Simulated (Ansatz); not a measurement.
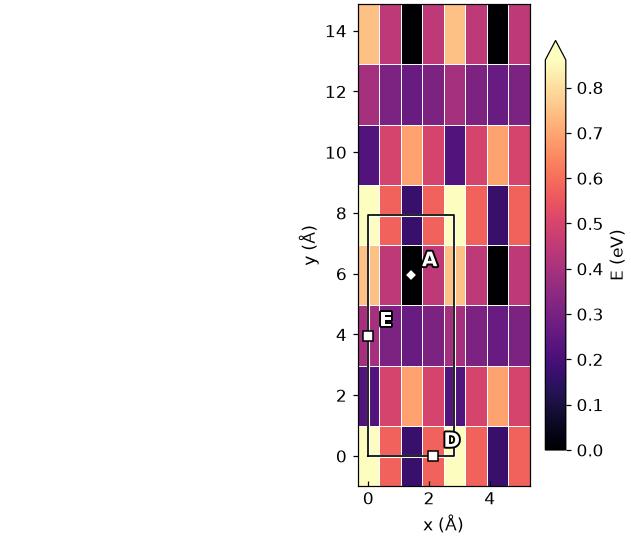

Si on a Ti(110) slab cut from the P6/mmm phase, its upper half relaxed before the scan (9 atoms of substrate and one adsorbate in a 1 × 1 cell). 
- Si is moved over the surface cell; relaxed at each place: the height of the adsorbate's atoms; substrate rigid; the origin of the map has the adsorbate above Ti8.
- Places are given modulo a cell vector. The map is drawn in real space over the plane of the surface.
- The grid has 4 × 4 points; 12 points were computed and 4 follow by symmetry.
- All energies are given in eV relative to the lowest grid point.
- With one adsorbate in each 1 × 1 cell, its nearest image is 2.8 Å away, so neighbouring adsorbates interact.
- The calculation used DFT PBE, scalar-relativistic, plane waves, PAW (Ansatz 0.2.0). Settings: cutoff 420 eV, k-mesh 9×4×1, gaussian smearing 0.1 eV, no spin polarisation.

In the figure: one coloured cell a grid point, the outline of one cell of the 2 × 2 shown, one colour for all values above the top of the scale, lettered points.

Rank the lettered points by energy, lowest first.

A (0.00 eV), E (0.40 eV), D (0.58 eV).

PAW datasets: the set soft_1.
